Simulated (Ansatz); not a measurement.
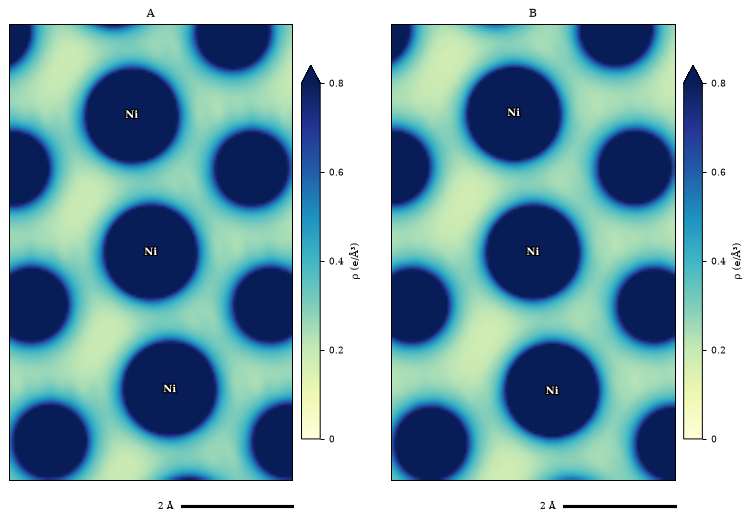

Ni. The valence charge density (pseudo) of two cells that differ in size, on the (100) plane of each (indices in the axes of the calculation cell), at one length scale and on one colour scale; one has 11.3 and the other 11.8 Å³ an atom.

All numbers below come from DFT, RPBE, plane waves (420 eV) with PAW, scalar-relativistic (Ansatz 0.2.0).

In a PAW calculation such maps are meaningful between the atoms, not at the nuclei.

> Which panel shows the smaller cell, and what does the compression change?

Panel A is the smaller cell, by 4 % in volume. From the larger cell to the smaller, Ni–Ni goes from 2.55 to 2.51 Å, and the density at its midpoint from 0.29 to 0.31 e/Å³; the pressure goes from −6 to 0.0 GPa.
